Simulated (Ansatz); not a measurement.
Consider B.

```cif
data_structure
_symmetry_space_group_name_H-M 'P 1'
_symmetry_Int_Tables_number 1
_cell_length_a 2.9778
_cell_length_b 2.9778
_cell_length_c 2.7787
_cell_angle_alpha 90.000
_cell_angle_beta 90.000
_cell_angle_gamma 90.000
_cell_volume 24.64
loop_
_atom_site_label
_atom_site_type_symbol
_atom_site_fract_x
_atom_site_fract_y
_atom_site_fract_z
_atom_site_occupancy
B1 B 0.80297 0.19703 0.00000 1
B2 B 0.19703 0.80297 0.00000 1
B3 B 0.30297 0.30297 0.50000 1
B4 B 0.69703 0.69703 0.50000 1
```

Space group P4₂/mnm; a structure generated by program, which may or may not match a known phase.

Level of theory: Ansatz, DFT PBE, scalar-relativistic, plane waves, PAW.

**What will maps of the valence pseudo-density and electron localisation function show?**

B–B (1.66 Å): ρ at the midpoint is about 0.96 e/Å³; the ELF peaks at about 0.85 between the atoms.

**Does the calculation give a band gap?**

It is metallic or semimetallic at this level of theory: no gap opens.

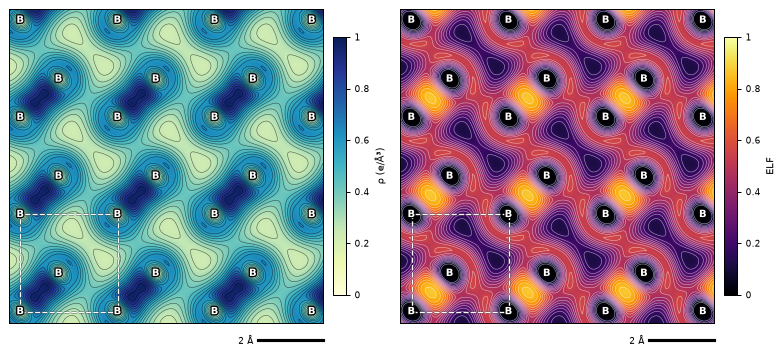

Computed valence pseudo-density and electron localisation function on the (001) plane of the conventional cell, in this order. 

The density is the valence pseudo-density of a PAW calculation; it isn't the true density close to the nuclei.
